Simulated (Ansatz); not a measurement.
Run report: Zr$_{2}$O, single-point calculation

Zr$_{2}$O (P6₃/mmc, 6 atoms in the cell), computed with DFT PBEsol, scalar-relativistic, plane waves, PAW, no spin polarisation (Ansatz 0.2.0).

The structure was made by swapping elements on the sites of another compound; it need not be a known phase. It belongs to a series of runs on one base structure; here: Hf -> Zr, S -> O on all its sites, cell and atoms relaxed. Figures and captions count atoms from 1; the log counts them from 0 in places.

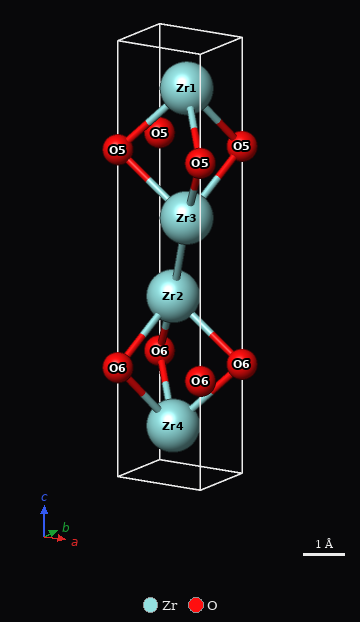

The structure as given in the input (ball-and-stick view of the cell of the calculation, seen slightly off an axis; atoms are numbered from 1 in the order of the input). An atom can appear more than once, as a periodic image.

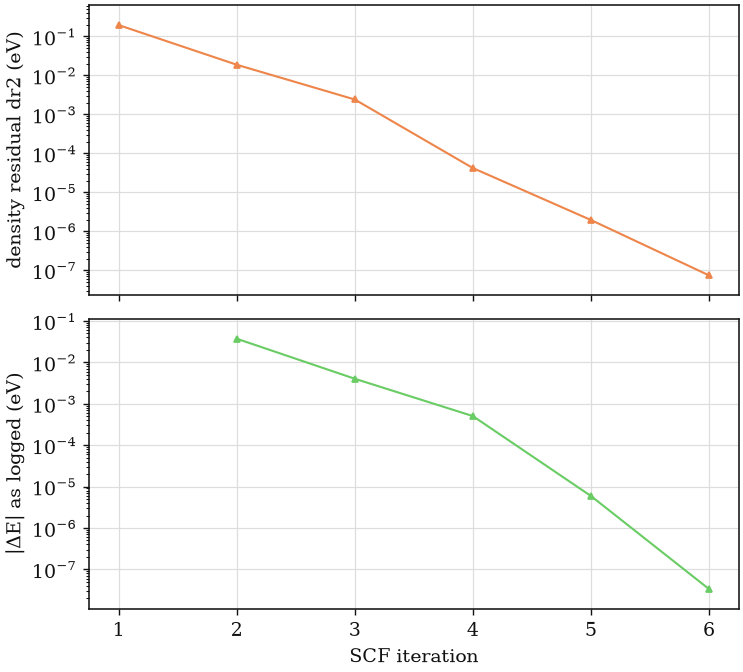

Convergence of the self-consistent field: density residual dr2 and size of the energy change against the SCF iteration. The residual falls at every step.

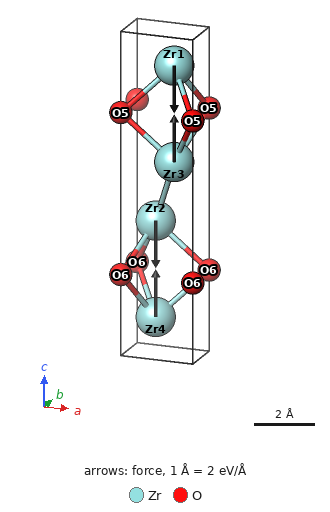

Forces on the atoms as black arrows (ball-and-stick view of the cell of the calculation, seen slightly off an axis; atoms are numbered from 1 in the order of the input). The largest act on all 4 Zr atoms (3.24 eV/Å). The geometry is not a stationary point of this energy.

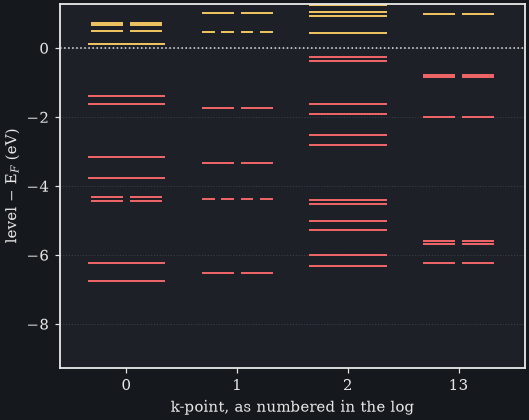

Kohn–Sham levels near the Fermi level (dotted) at the few k-points that the log prints; levels within 0.02 eV of each other stand side by side. The system is metallic on the full mesh.

The input that produced these results follows, with the program's output.

The input:
```yaml
crystal:
  lattice:
    - [3.1480335583, 0.0, 0.0]
    - [-1.5740167792, 2.7262770335, 0.0]
    - [0.0, 0.0, 10.9723787554]
  atoms:
    - { symbol: Zr, position: [0.6666666667, 0.3333333333, 0.8986176343] }
    - { symbol: Zr, position: [0.3333333333, 0.6666666667, 0.3986176343] }
    - { symbol: Zr, position: [0.6666666667, 0.3333333333, 0.6013823657] }
    - { symbol: Zr, position: [0.3333333333, 0.6666666667, 0.1013823657] }
    - { symbol: O, position: [0.0, 0.0, 0.75] }
    - { symbol: O, position: [0.0, 0.0, 0.25] }
basis:
  ecutwfc: 420
kpoints:
  mp_grid: { grid: [6, 6, 2] }
hamiltonian:
  xc: pbesol
scf:
  occupations: { method: gaussian, width: 0.1 }
output:
  forces: true
  stress: true
  eigenvalues: true
```

Launch command:
```bash
ansatz run input.yaml --threads 1 --pin off --max-ram 2560MiB --backend cpu --events-out ev --progress --plain --runs-dir out
```

Output:
```
Engine: ansatz 0.2.0, x86_64-unknown-linux-gnu
Pseudopotentials: kind: paw
Pseudopotential: Zr, paw, valence charge 12, recommended cutoff 420 eV (normal), Zr.paw.azcp
Pseudopotential: O, paw, valence charge 6, recommended cutoff 420 eV (normal), O.paw.azcp
Functional definition: PBEsol
  exchange = pbesol_x
  correlation = pbesol_c
Crystal: 6 atoms, lattice volume = 94.169 Å³
Basis set: ecut = 420 eV, 1801 PW (Γ), exchange–correlation on 48×48×150 points (8 copies of the dense FFT grid, shifted against one another)
Bands: 36, of which v1, the nominal top of the filled ones, is band 30 counted from 1 (29 counted from 0)
Symmetry: 24 space group operations
Space group: P63/mmc (ITA 194), of the structure as read, at distance tolerance 4.5e-5 Å
k-points: 14 of 72
Non-local potential: Zr, projectors of the file, l = 0: 3, l = 1: 2, l = 2: 2, l = 3: 2
Non-local potential: O, projectors of the file, l = 0: 2, l = 1: 2, l = 2: 1
PAW form: soft (Blöchl's): semilocal exchange-correlation on the pseudo side does not see the compensation charge
PAW frozen core: Zr, regenerated for the run's functional, and the local potential with it (the file was generated under x = pbe(κ = 0.804, μ = 0.2195149727645171), c = pbe(β = 0.06672455060314922))
PAW frozen core: O, regenerated for the run's functional, and the local potential with it (the file was generated under x = pbe(κ = 0.804, μ = 0.2195149727645171), c = pbe(β = 0.06672455060314922))
PAW one-centre angular grid: Zr, 590 points (default); XC on 64 Gauss nodes
PAW one-centre angular grid: O, 110 points (default); XC on 64 Gauss nodes
Initial density: superposition of atomic densities (neutral atoms: chi_scale 0, normalization atom), corrected by the library's trained network
Initial wavefunctions: pseudopotential atomic-orbital guess
Functional: x = pbesol(κ = 0.804, μ = 0.12345679012345678), c = pbesol(β = 0.046)
SCF iter   1: F=—  HF=-17640.269387 eV  |F-HF|=—  |Δ(HF+E_count)|=         —  Δρ=1.33e-2  dr2=1.96e-1  ethr=1.77e-3  ⟨swp⟩=4.4  Hψ=1909  notcnv=0
preconditioner: auto → Resta (q_TF=auto, 2.531 Å⁻¹)  ε∞=3.7  [insulator: Δε(μ)=0.194 eV  Ē_g=16.874 eV  σ=0.100 eV  W_gap=0.79  n_scr=26 (ndim 8)  ℏωp=27.6 eV  f_vac=0.000  D(μ)=0.72/eV (n_scr^D=4)  ε∞_Penn≈3.7]
SCF iter   2: F=—  HF=-17640.232027 eV  |F-HF|=—  |Δ(HF+E_count)|=   3.74e-2  Δρ=4.30e-3  dr2=1.88e-2  ethr=3.27e-4  ⟨swp⟩=2.0  Hψ=793  notcnv=0  defer=16
SCF iter   3: F=—  HF=-17640.227997 eV  |F-HF|=—  |Δ(HF+E_count)|=   4.03e-3  Δρ=1.60e-3  dr2=2.41e-3  ethr=3.13e-5  ⟨swp⟩=2.0  Hψ=590  notcnv=0  defer=16
SCF iter   4: F=—  HF=-17640.227492 eV  |F-HF|=—  |Δ(HF+E_count)|=   5.05e-4  Δρ=2.23e-4  dr2=4.20e-5  ethr=4.02e-6  ⟨swp⟩=2.2  Hψ=694  notcnv=0  defer=16
SCF iter   5: F=—  HF=-17640.227486 eV  |F-HF|=—  |Δ(HF+E_count)|=   5.92e-6  Δρ=4.94e-5  dr2=1.95e-6  ethr=7.00e-8  ⟨swp⟩=2.3  Hψ=771  notcnv=0  defer=16
SCF iter   6: F=-17640.227486 eV  HF=-17640.227486 eV  |F-HF|=1.80e-9  |Δ(HF+E_count)|=   3.34e-8  Δρ=8.22e-6  dr2=7.40e-8  ethr=1.67e-10  ⟨swp⟩=7.6  Hψ=2288  notcnv=0
SCF 1 converged in 6 iterations: F = -17640.227486 eV  dr2 = 7.40e-8
  greatest PAW one-centre occupation: 0.997 electrons in one spin orbital (limit 2), on the Zr atom at site 3 (counted from 0), in its partial waves of l = 0
SCF converged after 6 iterations
Free energy (F): -17640.227486 eV
Harris-Foulkes:  -17640.227486 eV  (|F-HF|=1.80e-9)
Internal energy: -17640.223887 eV  (E = F + TS)
E sigma→0 (E₀):  -17640.225687 eV
Entropy (-TS):   -0.003600 eV (-0.600 meV/atom)
Fermi energy:    15.560509 eV
--- Per-component energies (eV) ---
  E_band       = -262.189531
  E_kinetic    = 1689.670959
  E_local      = -2751.198728  (includes V_loc(G=0)·N_el)
  E_nonlocal   = 422.764875
  E_hartree    = 864.029903
  E_xc         = -792.092040
  E_vxc        = -954.405462  (∫ρ·V_xc dr)
  E_paw        = -11904.484145  (= ΣΔE_a)
  E_vpaw       = -397.080512  (= ΣTr[D̂ρ^β])
  E_aug_tail   = 0.004877  (compensation charges beyond the density's cutoff)
  E_ewald      = -5169.653045
  E_core_change = 0.733458  (= ΣΔE_core)
  E_smearing   = -0.003600  (= −TS)
  E_closure    = -0.000000  (closes the sum)
  Σ components = -17640.227486   (vs F -17640.227486, Δ=0.00e0)
--- Forces (eV/Å), atoms counted from 1 ---
  atom   1  Zr     0.00000000    -0.00000000    -3.23519834
  atom   2  Zr     0.00000000    -0.00000000    -3.23519834
  atom   3  Zr     0.00000000    -0.00000000     3.23519834
  atom   4  Zr     0.00000000    -0.00000000     3.23519834
  atom   5  O     -0.00000000     0.00000000     0.00000000
  atom   6  O      0.00000000     0.00000000     0.00000000
  max |Σ_I F_I| component: 1.30e-16 eV/Å
--- Stress (GPa, compression-positive) ---
        4.409012       0.000000       0.000000
        0.000000       4.409012       0.000000
        0.000000       0.000000       2.812338
  P = ⅓ Tr σ = 3.8768 GPa (38.768 kbar)
--- Band table (eV; the first three rows and the last of 14) ---
  k-point 0: bands = ["-33.3602", "-33.3375", "-33.1194", "-33.0952", "-12.2116", "-11.8661", "-11.2193", "-10.9475", "-10.9475", "-10.9250", "-10.9250", "-10.8015", "-10.7385", "-10.7385", "-10.7148", "-10.7148", "-3.7182", "-3.6123", "8.7986", "9.3192", "11.1200", "11.1200", "11.2326", "11.2326", "11.7896", "12.3951", "13.9279", "14.1529", "15.6852", "16.0509", "16.0509", "16.2123", "16.2123", "16.2704", "16.2704", "17.3047"]
  k-point 1: bands = ["-33.3494", "-33.3494", "-33.1067", "-33.1067", "-12.0720", "-12.0720", "-10.9776", "-10.9776", "-10.9369", "-10.9369", "-10.9369", "-10.9369", "-10.7260", "-10.7260", "-10.7260", "-10.7260", "-3.6650", "-3.6650", "9.0254", "9.0254", "11.1753", "11.1753", "11.1753", "11.1753", "12.2152", "12.2152", "13.8072", "13.8072", "16.0123", "16.0123", "16.0123", "16.0123", "16.5814", "16.5814", "16.8868", "16.8868"]
  k-point 2: bands = ["-33.3161", "-33.2939", "-33.1030", "-33.0797", "-12.1108", "-11.8092", "-11.4329", "-11.2404", "-11.0256", "-11.0227", "-10.9986", "-10.9319", "-10.9205", "-10.7711", "-10.7454", "-10.7385", "-3.6225", "-3.5773", "9.2490", "9.5425", "10.2686", "10.5540", "11.0313", "11.1490", "12.7393", "13.0456", "13.6495", "13.9272", "15.1932", "15.2898", "15.9980", "16.4826", "16.5898", "16.8025", "16.8759", "16.9736"]
  k-point 13: bands = ["-33.1022", "-33.1022", "-33.0818", "-33.0818", "-11.7953", "-11.7953", "-11.7318", "-11.7318", "-11.7276", "-11.7276", "-11.2860", "-11.2860", "-11.0606", "-11.0606", "-10.9314", "-10.9314", "-3.4109", "-3.4109", "9.3126", "9.3126", "9.8649", "9.8649", "9.9556", "9.9556", "13.5448", "13.5448", "14.7042", "14.7042", "14.7730", "14.7730", "16.5484", "16.5484", "17.5511", "17.5511", "17.6776", "17.6776"]
```

Summary:

```tsv
quantity	value
outcome	converged
space group (tolerance 0.01 Å)	P6₃/mmc (194)
electrons treated	60
free energy	−17640.2275 eV
Fermi energy	15.561 eV
gap on the k-point mesh	none (metallic)
pressure	3.88 GPa
largest force (length of the vector)	3.235 eV/Å
hardware	1 thread of Intel Xeon @ 2.50GHz (Skylake/Cascade Lake), 192 GiB of memory available, shared host
wall time	4.4 s
peak memory	0.41 GiB
```
